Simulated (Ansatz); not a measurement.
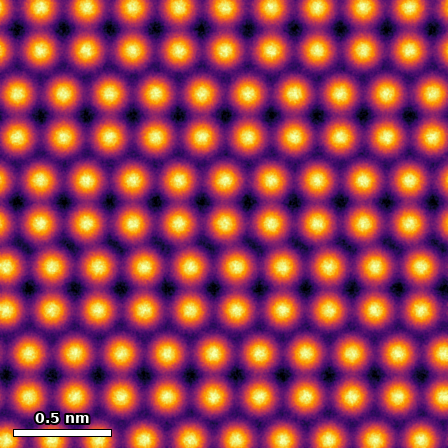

Z-contrast image of Mo (Fddd, No. 70) along [110]. The image is simulated as a sum over atoms of Z^1.7, blurred by a 1.30 Å probe (no channelling). The display is stretched by a gamma of 0.65; percentages refer to the linear signal. Shot noise was added.

One planar defect was built into the perfect crystal by geometry alone, without relaxation. Host structure: the geometry relaxed with Ansatz 0.2.0, DFT PBE, scalar-relativistic, plane waves, PAW; the starting structure was generated, so it need not be a known form of this composition.

Q: Find the planar defect and say what kind it is.

A planar fault (a stacking fault) runs horizontally about 13 Å below the top edge. The part above it is shifted along the boundary by 1/4 of the 2.38 Å repeat of the rows (0.6 Å to the right, the same as 1.8 Å to the left); both parts keep the same orientation.
